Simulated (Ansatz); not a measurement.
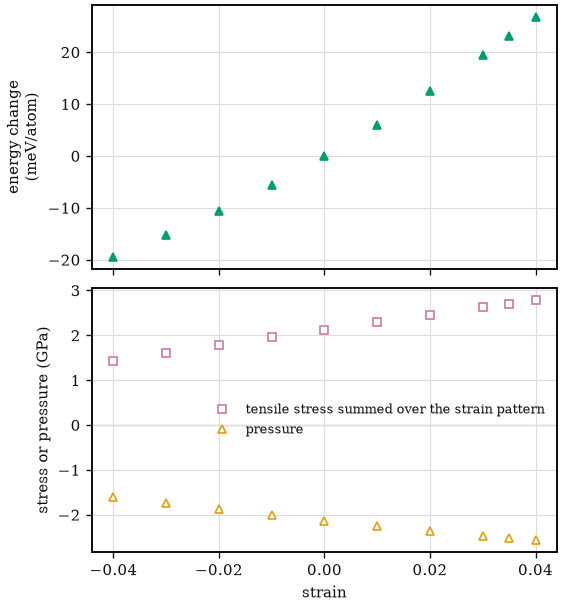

The picture above shows the energy change, tensile stress summed over the strain pattern and pressure against strain for Ca, space group Fm-3m (No. 225).

Starting cell:
```yaml
crystal:
  lattice:
    - [0.00000, 2.79420, 2.79420]
    - [2.79420, 0.00000, 2.79420]
    - [2.79420, 2.79420, 0.00000]
  atoms:
    - { symbol: Ca, position: [0.00000, 0.00000, 0.00000] }
```

Computed with Ansatz 0.2.0: homogeneous strain of a crystal along one Voigt pattern with engineering shear, fractional coordinates fixed, by plane-wave density functional theory with PAW datasets, free energies less that of the undisturbed cell, pressure positive in compression; scalar-relativistic. Level: LDA, no spin polarisation.

```csv
setting,value
wave cutoff,420 eV
k mesh,14×14×14
occupations,Gaussian
smearing width,0.15 eV
k shift,"(0, 0, 0) (mesh steps)"
start,as given
strain pattern,"(1, 0, 0, 0, 0, 0) (xx yy zz yz xz xy with engineering shear)"
```

Is the given structure stable along this path?

Answer. No: the energy falls towards negative values, so the start isn't a stationary minimum along this path.

Read off the course of the energy change.

Answer. It rises from −19.44 meV/atom at strain −0.040 to 26.82 meV/atom at 0.040.

What does the tensile stress summed over the strain pattern do across the range?

Answer. It rises from 1.437 GPa at strain −0.040 to 2.790 GPa at 0.040.

Note: reference crystal is not relaxed.
